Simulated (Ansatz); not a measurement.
## Electronic structure of SiO$_{2}$ (slab) in real space

Input file:

```
crystal:
  lattice:
    - [5.123051209, 0.0, 0.0]
    - [0.1908146745, 5.1194964059, 0.0]
    - [0.0, 0.0, 28.5636664587]
  atoms:
    - { symbol: O, position: [0.7960056301, 0.9539943699, 0.2625713338] }
    - { symbol: Si, position: [0.5, 0.0, 0.2822313323] }
    - { symbol: O, position: [0.4539943699, 0.2960056301, 0.3018913308] }
    - { symbol: O, position: [0.4539943699, 0.7960056301, 0.3247909531] }
    - { symbol: Si, position: [0.5, 0.5, 0.3444509516] }
    - { symbol: O, position: [0.7960056301, 0.4539943699, 0.3641109501] }
    - { symbol: O, position: [0.2960056301, 0.4539943699, 0.3870105725] }
    - { symbol: Si, position: [0.0, 0.5, 0.406670571] }
    - { symbol: O, position: [0.9539943699, 0.7960056301, 0.4263305695] }
    - { symbol: O, position: [0.9539943699, 0.2960056301, 0.4492301918] }
    - { symbol: Si, position: [0.0, 0.0, 0.4688901903] }
    - { symbol: O, position: [0.2960056301, 0.9539943699, 0.4885501888] }
    - { symbol: O, position: [0.7960056301, 0.9539943699, 0.5114498112] }
    - { symbol: Si, position: [0.5, 0.0, 0.5311098097] }
    - { symbol: O, position: [0.4539943699, 0.2960056301, 0.5507698082] }
    - { symbol: O, position: [0.4539943699, 0.7960056301, 0.5736694305] }
    - { symbol: Si, position: [0.5, 0.5, 0.593329429] }
    - { symbol: O, position: [0.7960056301, 0.4539943699, 0.6129894275] }
    - { symbol: O, position: [0.2960056301, 0.4539943699, 0.6358890499] }
    - { symbol: Si, position: [0.0, 0.5, 0.6555490484] }
    - { symbol: O, position: [0.9539943699, 0.7960056301, 0.6752090469] }
    - { symbol: O, position: [0.9539943699, 0.2960056301, 0.6981086692] }
    - { symbol: Si, position: [0.0, 0.0, 0.7177686677] }
    - { symbol: O, position: [0.2960056301, 0.9539943699, 0.7374286662] }
basis:
  ecutwfc: 420
kpoints:
  mp_grid: { grid: [5, 5, 1] }
hamiltonian:
  xc: pbe
scf:
  occupations: { method: gaussian, width: 0.05 }
output:
  forces: true
  eigenvalues: true
  write_density: true
  write_potential: true
  elf: true
  volumetric_format: npy
relax:
  adjacent_minimum: "off"
  f_tol: 0.02
  max_steps: 60
efield:
  axis: 3
  dipole_correction: true
  ramp_width: 0.04
```

Command:

```sh
ansatz run input.yaml --threads 2 --pin off --max-ram 5120MiB --backend cpu --events-out ev --progress --plain --runs-dir out
```

The fields are those of the run's last geometry, not of the input's.

Computed with DFT PBE, scalar-relativistic, plane waves, PAW in Ansatz.

Core electrons are frozen (PAW), and the valence fields are smoothed inside the atomic spheres.

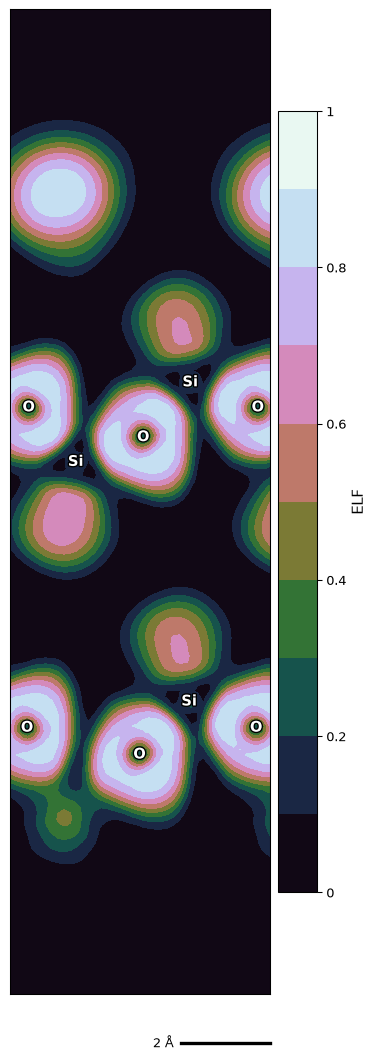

Figure 1. ELF on the (100) plane of the calculation cell, a cut from vacuum to vacuum.

Describe what can be read from this map.

Answer. The plane passes through O and Si nuclei. Atoms just off the plane (Si, 0.7 Å away and O, 0.6 Å away) can leave unmarked features too. Si–O (1.63 Å): the ELF peaks at about 0.85 between the atoms; a shared but strongly polarised pair. The ELF also peaks beside O, away from the bonds: lone-pair regions.

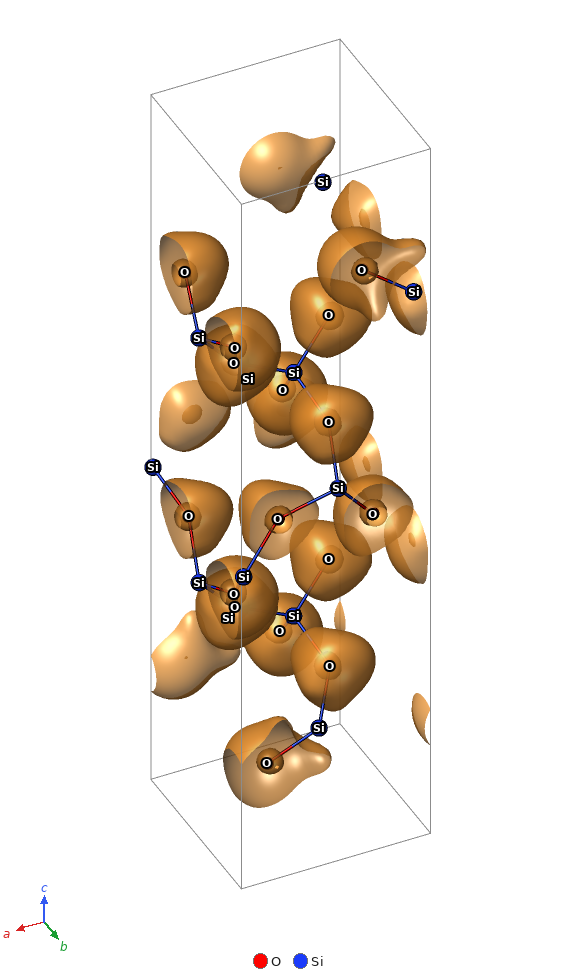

Figure 2. Isosurface of the electron localisation function at 0.65 (orange), seen at an oblique angle. Only the valence region is drawn (cores and ρ < 0.01 e/Å³ removed). Sticks mark near contacts.

Describe the localisation domains.

Answer. The ELF exceeds this value in 16 regions on O in which the atom's valence shell and bonds are merged, counted in one cell of 24 atoms. Counts are for one cell; the picture repeats the cell along the surface. Along the contacts the grid gives the following. Si–O (1.52 Å): the ELF peaks at about 0.80 between the atoms: a short, strongly polar bond. Si–O (1.62 Å): the ELF peaks at about 0.85 between the atoms; a short, strongly polar bond.

Does the calculation make it a metal, or give it a gap?

Answer. It is gapped, with a Kohn–Sham gap of 3.7 eV on the k-point mesh, an upper bound to the gap of this method.
